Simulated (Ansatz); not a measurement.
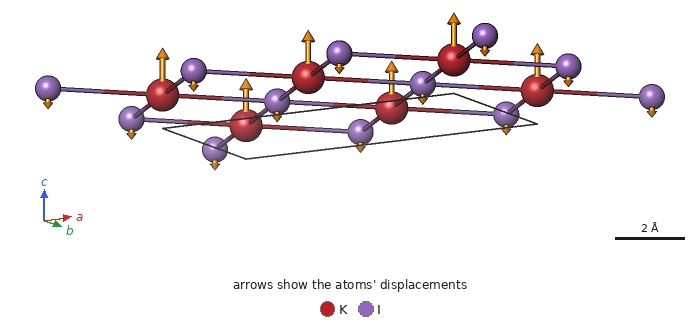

The lowest optical mode of a free-standing layer of KI (a generated structure), space group Cmmm (No. 65), at the zone centre. The orange arrows are the displacements of the atoms (eigenvector over the root of the mass), of arbitrary overall length and sign. Style: ball-and-stick. Shown: the 2 × 1 repeat of the cell, outlined in the plane, without the vacuum, from a free direction.

Level of theory: DFT PBE, scalar-relativistic, plane waves, PAW in Ansatz 0.2.0.

Input
```yaml
crystal:
  lattice:
    - [4.8902226325, 0.3102990086, 0.0]
    - [-0.3114385447, 4.8901501923, 0.0]
    - [0.0, 0.0, 23.8]
  atoms:
    - { symbol: K, position: [0.0, 0.0, 0.2941176471] }
    - { symbol: I, position: [0.5, 0.5, 0.2941176471] }
  periodic: [true, true, false]
basis:
  ecutwfc: 420
kpoints:
  mp_grid: { grid: [6, 6, 1] }
hamiltonian:
  xc: pbe
scf:
  occupations: { method: fixed }
output:
  eigenvalues: true
phonons:
  method: dfpt
  eigenvectors: true
  qmesh: [3, 3, 1]
  temperatures: { t_max: 1000, t_step: 100 }
  qpath:
    path:
      - [[0.0, 0.0, 0.0], [-0.5, 0.5, 0.0], [-0.49988351, 0.50011649, 0.0]]
      - [[0.49988351, 0.49988351, 0.0], [0.0, 0.0, 0.0], [0.0, 0.0, 0.5], [0.49988351, 0.49988351, 0.5]]
      - [[-0.49988351, 0.50011649, 0.5], [-0.5, 0.5, 0.5], [-0.5, 0.5, 0.0]]
      - [[0.0, 0.0, 0.0], [0.0, 0.5, 0.0], [0.0, 0.5, 0.5], [0.0, 0.0, 0.5], [-0.5, 0.5, 0.5]]
    npoints: 8
```

Launched with:
```bash
ansatz run input.yaml --threads 1 --pin off --max-ram 2048MiB --backend cpu --events-out ev --progress --plain --runs-dir out
```

Frequencies are those without the non-analytic (LO–TO) term.

**Is this crystal at a minimum with respect to the drawn distortion?**

Yes: this softest mode has a real frequency, and so have all others here. That speaks for this wave vector alone: the rest of the zone wasn't checked in this run. This is the B₁u mode at 58 cm⁻¹, the lowest optical level, infrared-active by symmetry. The K sublattice moves against the I sublattice, along c of the drawn cell; the I–K bond lengths don't change to first order, so for these it is a bending, tilting or sliding motion; the kinetic energy is shared as K 76 %, I 24 %.
